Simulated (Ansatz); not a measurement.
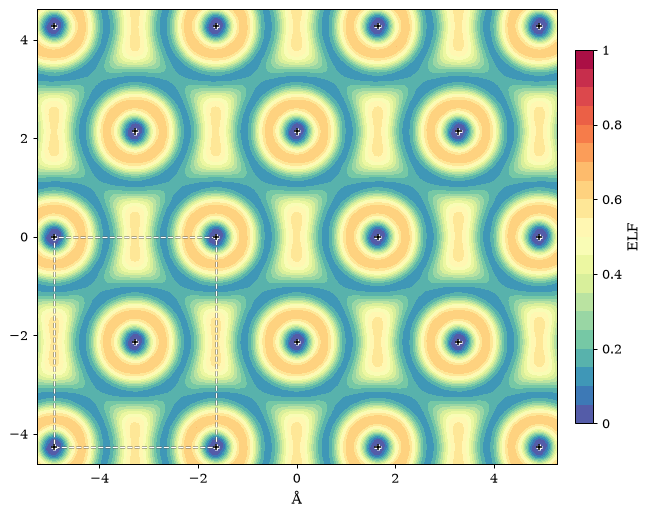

The electron localisation function on a plane through atoms (crosses mark nuclei in the plane).

All numbers below come from Ansatz 0.2.0, DFT PBEsol, scalar-relativistic, plane waves, PAW.

Candidates:
A. Ti, a = 3.02 Å, b = 3.02 Å, c = 3.28 Å, α = 90.00°, β = 90.00°, γ = 90.00°. Space group I4/mmm; changed on purpose from its base cell (strain -0.080 along x and y, +0.000 along z, atoms carried along); computed pressure about 14 GPa in this cell; computed without spin polarisation.
B. Ag, a = 3.31 Å, b = 3.31 Å, c = 3.44 Å, α = 90.00°, β = 90.00°, γ = 90.00°. Space group I4/mmm; a structure from a database of computed crystals, not necessarily the ambient phase; changed on purpose from its base cell (strain +0.000 along x and y, +0.040 along z, atoms carried along); computed pressure about −10 GPa in this cell; computed without spin polarisation.
C. Sn, a = 6.06 Å, b = 6.06 Å, c = 3.20 Å, α = 90.00°, β = 90.00°, γ = 90.00°. Space group I4₁/amd; a structure from a database of computed crystals, not necessarily the ambient phase; changed on purpose from its base cell (strain +0.0300 x Voigt [1, 1, 0, 0, 0, 0], atoms carried along); computed pressure about −4 GPa in this cell.

> Which system is this?

Candidate A: Ti on the (11̄0) plane of the conventional cell, which holds Ti. Ti–Ti (2.69 Å): the ELF is about 0.15 at the midpoint (no localised pair shows between them).
